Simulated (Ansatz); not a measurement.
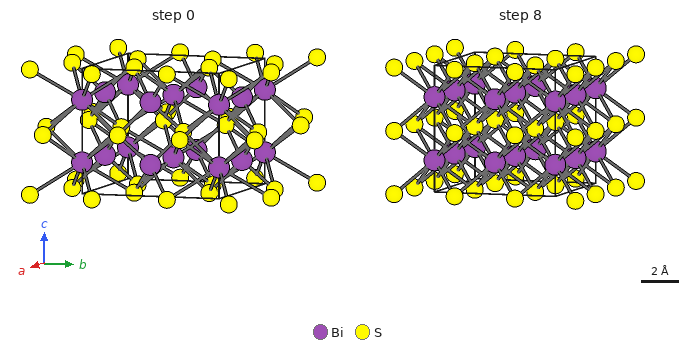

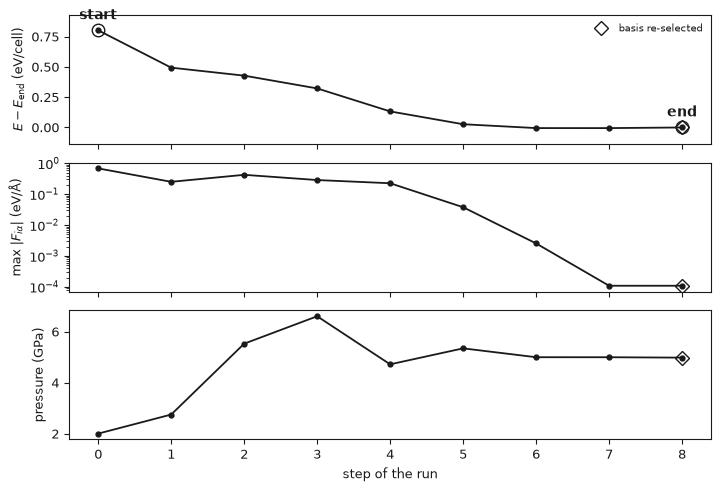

First and last geometry of a relaxation of a crystal of BiS (a generated structure, set up in I4/mcm), with the history of the run. Style: ball-and-stick. Shown: the conventional cell (2 times the calculation's cell), slightly off an axis. Lengths and directions refer to the drawn axes.

The start is a swapped structure.

Theory: DFT, PAW plane waves, PBE (Ansatz 0.2.0). (plane-wave cutoff 420 eV; k-point mesh 6 × 6 × 6; occupations fermi dirac; smearing width 0.1 eV; no spin polarisation; cell and atoms relaxed; at most 60 steps)

What do the curves and the structures tell?

It converged. After 7 accepted moves (8 points after the start) the energy has fallen by 0.803 eV per cell of the calculation. With the target pressure of 5 GPa, the enthalpy E + pV changes by −2.278 eV per cell of the calculation. The largest force component goes from 0.69 to 0.00011 eV/Å. The pressure goes from 2.01 to 4.98 GPa. The SCF was repeated once at an unchanged geometry on a basis and grid sized afresh for the cell, which shifted the energy by 5.1 meV per cell of the calculation at most. The largest moves relative to the cell, 0.71 Å, are those of S atoms. Bi stays in place. Cell: a = b 7.966 → 7.025 Å (−11.8 %), c 6.953 → 7.024 Å (+1.0 %). Volume −21.4 %. Among the contacts that change: Bi–S 4.012 → 3.042 Å, Bi–S 2.662 → 3.042 Å, Bi–S 3.405 → 3.042 Å. New bonds form: Bi–S (4.01 → 3.04 Å). Bond angles that change, for instance: S–Bi–S 98.5° → 109.5°, Bi–S–Bi 81.5° → 70.5°, S–Bi–S 115.2° → 109.5°. The space group (tolerance 0.01 Å) goes from I4/mcm (No. 140) to Pm-3m (No. 221). The run took 2.1 min on 2 threads of Intel(R) Xeon(R) Platinum 8375C CPU @ 2.90GHz (Ice Lake), on a shared host, peak memory 0.74 GiB.
